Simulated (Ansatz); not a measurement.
```xyz
4
Lattice="3.1479 0.0000 0.0000 -1.5740 2.7262 0.0000 0.0000 0.0000 5.3860" Properties=species:S:1:pos:R:3 pbc="T T T"
Cu    0.0000    1.8175    0.0475
Cu    1.5740    0.9087    2.7405
O     0.0000    1.8175    1.9776
O     1.5740    0.9087    4.6707
```

Space group P6₃mc; computed without spin polarisation.

Level of theory: Ansatz 0.2.0, DFT, PBE, PAW with Ansatz's default frozen-core files, scalar-relativistic.

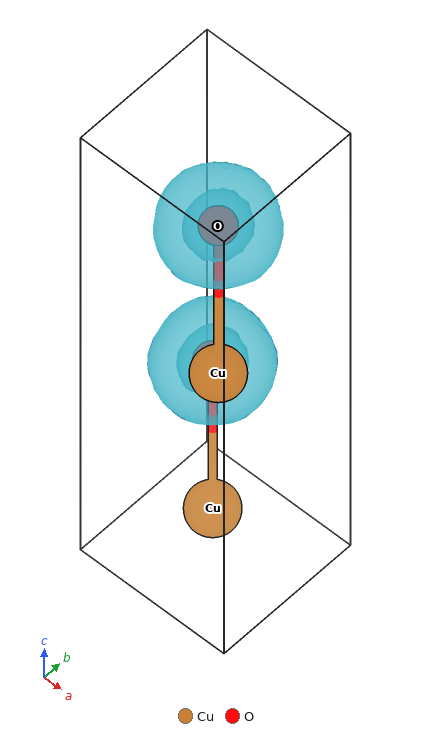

CuO. Isosurface of the electron localisation function at 0.75 (cyan), seen at an oblique angle. Core shells and regions of very low density are left out. Sticks mark near contacts.

Core electrons are frozen (PAW), and the valence fields are smoothed inside the atomic spheres.

> Where are the electrons localised?

At this value the surface marks out two regions wrapped around O (the valence shell of each), counted in one cell of 4 atoms. Regions shared between cells count once.

Values along the shortest contacts:
Cu–O (1.93 Å): the ELF peaks at about 0.85 in the valence shell of O, 0.6 Å from its nucleus, and is about 0.20 at the midpoint (no localised pair shows between them). Cu–O (1.97 Å): the ELF peaks at about 0.85 in the valence shell of O, 0.6 Å from its nucleus, and is about 0.20 at the midpoint (no localised pair shows between them).

> Does the calculation give a band gap?

It is metallic or semimetallic at this level of theory: no gap opens; semilocal functionals without U, or without the true magnetic order, often close the gap of such compounds.
